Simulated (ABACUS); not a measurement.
## Nd: 7 runs along one coordinate

System: Nd (Fm-3m, 1 atom in the cell).
Method: Kohn-Sham DFT of a periodic cell, PBE, PseudoDojo NC SR 0.4.1 PBE standard, lanthanides 3+ (f in core), spin-polarised (ABACUS 3.10.1).

The 7 runs differ only in the geometry, by an even scaling of the cell at fixed fractional positions. The structure derives from a Materials Project entry.

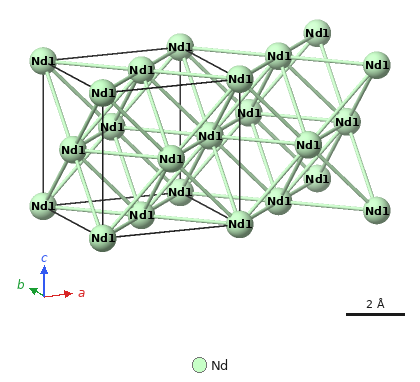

Figure 1. The structure of run 4 (ball-and-stick view of the cell 4 times as large as that of the calculation, set on its symmetry axes, repeated 2 × 1 × 1, seen slightly off an axis; atoms are numbered from 1 in the order of the input).

**The input of run 4**
```
INPUT_PARAMETERS
suffix              Nd
calculation         scf
basis_type          lcao
pseudo_dir          ./
orbital_dir         ./
symmetry            1
dft_functional      pbe
ecutwfc             100
pseudo_rcut         10
nspin               2
nbands              10
ks_solver           genelpa
smearing_method     fd
smearing_sigma      0.00367493
scf_thr             1e-07
scf_nmax            100
mixing_type         broyden
mixing_beta         0.4
cal_force           1
cal_stress          1
out_mul             1
```

**File STRU of run 4**
```
ATOMIC_SPECIES
Nd 144.2420 Nd.upf

NUMERICAL_ORBITAL
Nd_confined-atom_8au_3s2p2d1f.orb

LATTICE_CONSTANT
1.8897261246

LATTICE_VECTORS
0.0000000000 2.6049204508 2.6049204508
2.6049204508 0.0000000000 2.6049204508
2.6049204508 2.6049204508 0.0000000000

ATOMIC_POSITIONS
Direct

Nd
0.0
1
0.0000000000 0.0000000000 0.0000000000 1 1 1 mag 0
```

**File KPT of run 4**
```
K_POINTS
0
Gamma
9 9 9 0 0 0
```

Command:
```bash
OMP_NUM_THREADS=1 mpirun -np 4 abacus > log
```

Lattice vectors (Å) and fractional positions of run 4:
```
   0.000000    2.604920    2.604920
   2.604920    0.000000    2.604920
   2.604920    2.604920    0.000000
Nd  0.000000  0.000000  0.000000
```

Run 3 differs from it as follows:
```diff
-0.0000000000 2.6049204508 2.6049204508
-2.6049204508 0.0000000000 2.6049204508
-2.6049204508 2.6049204508 0.0000000000
+0.0000000000 2.5874372364 2.5874372364
+2.5874372364 0.0000000000 2.5874372364
+2.5874372364 2.5874372364 0.0000000000
```

**Results, with one run withheld**

```csv
run,volume per atom (Å³),"free energy per atom, from the lowest run given (meV)",pressure (GPa)
1,33.231,13.26,2.27
2,33.938,5.20,1.39
3,34.645,?,?
4,35.352,0.00,−0.17
5,36.059,2.26,−0.85
6,36.766,7.41,−1.48
7,37.473,15.22,−2.05
```

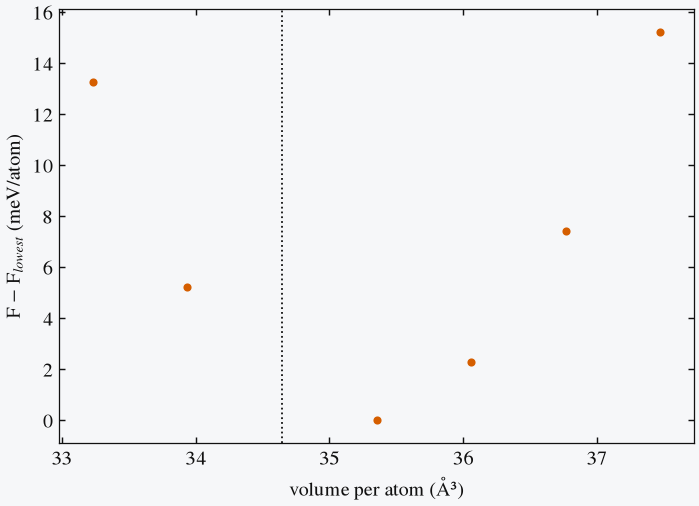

Figure 2. Free energy per atom of the runs given; the dotted line marks run 3.

What should run 3 give?

A cubic polynomial in V^(−2/3) (the Birch–Murnaghan form), fitted to the 6 runs given, misses them by under 0.01 meV per atom. With x = V^(−2/3) − 0.09272 Å⁻², it reads F = 0.081621 − 835.63 x + 1.0364e+06 x² − 4.0523e+06 x³ (meV per atom). At run 3 it gives 0.88 meV per atom, and the run itself gives 0.88. The slope of the fit gives a pressure −dF/dV of 0.58 GPa there, and the run prints 0.58 GPa. The fit has its minimum at 35.189 Å³ per atom, where V d²F/dV² gives 36.2 GPa: the bulk modulus at this level, since symmetry fixes the shape and the positions.

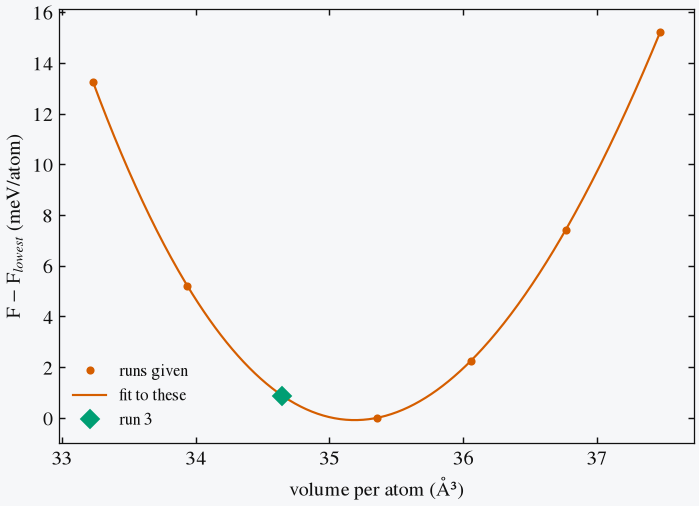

Figure 3. The fit and the withheld run.

**Some lines of the output (run 3)**
```
[...]
 E_Fermi        0.8024982820         10.9185492700
 E_Fermi        0.8025262157         10.9189293278
 E_Fermi        0.8025484153         10.9192313691
 E_Fermi        0.8025505260         10.9192600861
 E_Fermi        0.8025485847         10.9192336737
 E_Fermi        0.8025483393         10.9192303351
 E_Fermi        0.8025479533         10.9192250826
 E_Fermi        0.8025479589         10.9192251597
 E_KS(sigma->0) -76.4394789484       -1040.0124658487
 E_Fermi        0.8025479559         10.9192251192
 final etot is -1040.0189694 eV
 EFERMI = 10.919225119 eV
 TOTAL-PRESSURE: 5.787086 KBAR
 !FINAL_ETOT_IS -1040.0189693503327817 eV
```

Notes: Points of doubt noted for this run: f electrons in core; home made orbitals.
